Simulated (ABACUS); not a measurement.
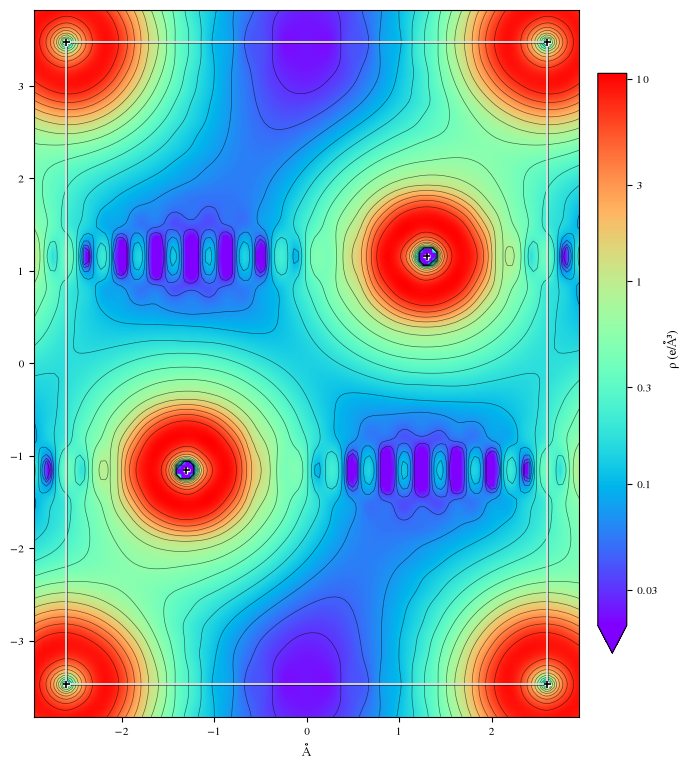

The valence charge density (pseudo) on a plane through atoms (crosses mark nuclei in the plane).

These are results of Kohn-Sham DFT of a periodic cell, PBEsol, PseudoDojo NC SR 0.4.1 PBEsol standard (ABACUS), not measurements.

Candidates:
A. Sb, a = 4.31 Å, b = 4.31 Å, c = 11.27 Å, α = 90.00°, β = 90.00°, γ = 120.00°. Space group R-3m.
B. Rh, a = 3.80 Å, b = 3.80 Å, c = 3.80 Å, α = 90.00°, β = 90.00°, γ = 90.00°. Space group Fm-3m; computed pressure about −3 GPa in this cell.
C. Te2Pt, a = 4.01 Å, b = 4.01 Å, c = 5.20 Å, α = 90.00°, β = 90.00°, γ = 120.00°. Space group P-3m1; not relaxed (largest force 0.8 eV/Å); computed pressure about 4 GPa in this cell.

Question: Which system is this?

Answer: Candidate C: Te2Pt on the (110) plane of the conventional cell, which holds Pt and Te. Te–Pt (2.66 Å): ρ at the midpoint is about 0.52 e/Å³.
